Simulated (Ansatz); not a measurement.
Cr

Input file:

```
crystal:
  lattice:
    - [-1.3928710838, 1.3928710838, 1.3928710838]
    - [1.3928710838, -1.3928710838, 1.3928710838]
    - [1.3928710838, 1.3928710838, -1.3928710838]
  atoms:
    - { symbol: Cr, position: [0.0, 0.0, 0.0] }
basis:
  ecutwfc: 420
kpoints:
  mp_grid: { grid: [20, 20, 20] }
hamiltonian:
  xc: pbesol
scf:
  occupations: { method: gaussian, width: 0.1 }
output:
  forces: true
  stress: true
  eigenvalues: true
  write_density: true
  write_potential: true
  elf: true
  volumetric_format: npy
```

Command:

```sh
ansatz run input.yaml --threads 1 --pin off --max-ram 2560MiB --backend cpu --events-out ev --progress --plain --runs-dir out
```

Below, planes, directions and counts refer to the conventional cell (a = 2.79 Å, b = 2.79 Å, c = 2.79 Å, α = 90.00°, β = 90.00°, γ = 90.00°).

Space group Im-3m; changed on purpose from its base cell (volume × 0.97); computed pressure about 9 GPa in this cell; computed without spin polarisation.

These are results of Ansatz 0.2.0, DFT PBEsol, scalar-relativistic, plane waves, PAW, not measurements.

**What can the converged valence pseudo-density and electron localisation function tell about the bonding?**

Cr–Cr (2.41 Å): the density is about 0.41 e/Å³ at the midpoint; the ELF is about 0.25 at the midpoint; no shared electron pair shows on this line.

**Metal or insulator at this level of theory?**

It is metallic or semimetallic at this level of theory: no gap opens.

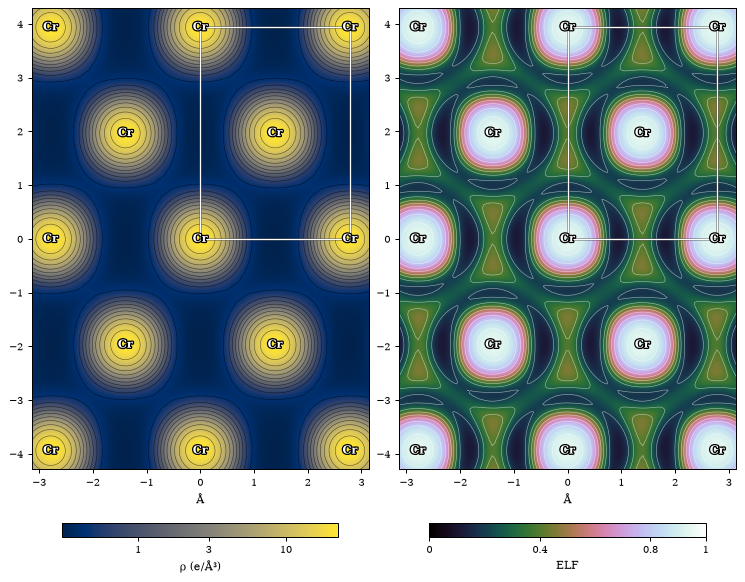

Computed valence pseudo-density and electron localisation function on the (11̄0) plane of the conventional cell, in this order. 
